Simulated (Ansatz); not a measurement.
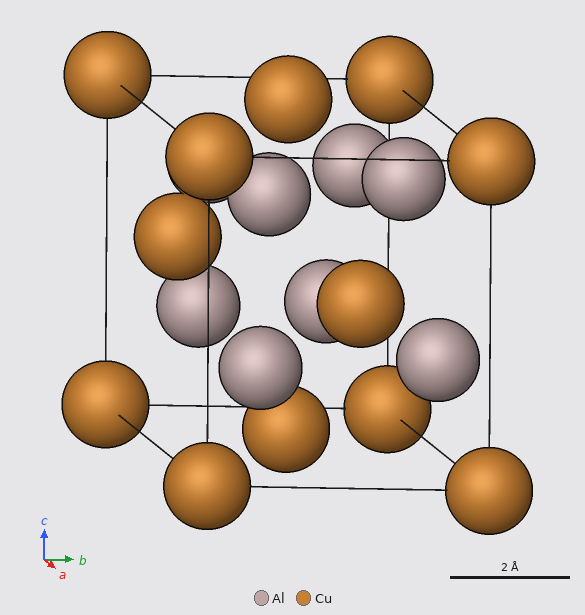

Crystal structure, spheres-only style, seen slightly off an axis. Atoms at the boundary of the unit cell (the box) are drawn once for each face, edge or corner they touch.

Al$_{2}$Cu, a = 5.60 Å, b = 5.05 Å, c = 5.80 Å, α = 95.80°, β = 88.81°, γ = 90.47°.

The numbers come from DFT PBEsol, scalar-relativistic, plane waves, PAW in Ansatz 0.2.0, using a cutoff energy of 420 eV, Brillouin-zone sampling on an 8×8×8 mesh, Gaussian smearing of 0.15 eV, no spin polarisation.

> Does it come out as a metal, or with a gap?

A metal: bands cross the Fermi level.

> Give the pressure and its sign.

The computed pressure is 40.4 GPa (compressed: it would expand). The stress isn't hydrostatic: its largest component is 46.0 GPa.

Source of the structure: a structure listed in the Materials Project. The cell was then strained or its atoms displaced on purpose. A calculation with Ansatz used it as input.

At this level of theory the run's own cell isn't at rest (compressed, at 40 GPa and forces up to 11.4 eV/Å), so its distances can differ from those at equilibrium, the more so the softer the solid.
